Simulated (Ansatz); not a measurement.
Input file:

```
crystal:
  lattice:
    - [0.013696286, 2.739257208, 2.739257208]
    - [2.739257208, 0.013696286, 2.739257208]
    - [2.739257208, 2.739257208, 0.013696286]
  atoms:
    - { symbol: Al, position: [0.0003645355, 0.0003645355, 0.0003645355] }
    - { symbol: P, position: [0.2496354645, 0.2496354645, 0.2496354645] }
kpoints:
  mp_grid: { grid: [6, 6, 6] }
  band_path:
    path:
      - [0.0, 0.0, 0.0]
      - [-0.5, -0.5, 0.0]
      - [-0.375, -0.375, 0.25]
      - [-0.375, 0.0, 0.375]
      - [0.0, 0.0, 0.5]
      - [-0.5, -0.25, 0.25]
      - [0.0, 0.5, 0.5]
    npoints: 1
hamiltonian:
  xc: hse06
scf:
  occupations: { method: fixed }
  n_extra_bands: 4
output:
  forces: true
  stress: true
  eigenvalues: true
  write_density: true
  write_potential: true
  elf: true
  volumetric_format: npy
```

Command:

```sh
ansatz run input.yaml --threads 4 --pin off --max-ram 4608MiB --backend cpu --events-out ev --progress --plain --runs-dir out
```

Below, planes, directions and counts refer to the conventional cell (a = 3.85 Å, b = 3.85 Å, c = 9.51 Å, α = 90.00°, β = 90.00°, γ = 120.00°).

Space group R3m; started from the zincblende prototype, which need not be the ambient phase; changed on purpose from its base cell (epitaxial 111 strain -0.5%).

All numbers below come from DFT, HSE06, plane waves, PAW (Ansatz).

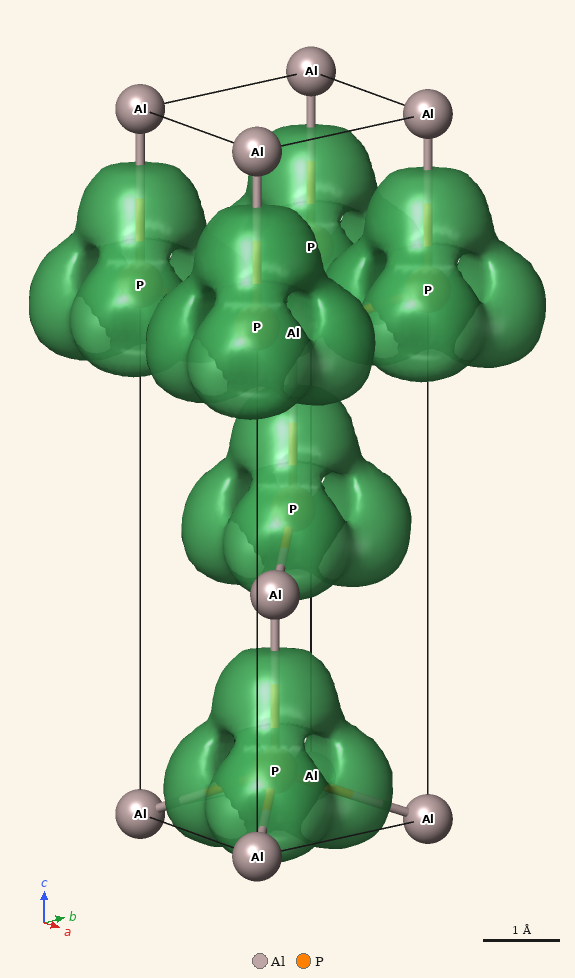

AlP. Isosurface of the ELF at 0.75 (green), seen slightly off an axis. Only the valence region is drawn (cores and ρ < 0.01 e/Å³ removed). Sticks mark near contacts.

In a PAW calculation such maps are meaningful between the atoms, not at the nuclei.

Q: Identify the bonds, lone pairs and shells in this picture.

A: The ELF exceeds this value in three regions on P in which the atom's valence shell and bonds are merged, counted in one cell of 6 atoms. Any copies at cell faces, edges or corners count once. Along the contacts the grid gives the following. Al–P (2.36 Å): the ELF peaks at about 0.95 between the atoms (a covalent bond).
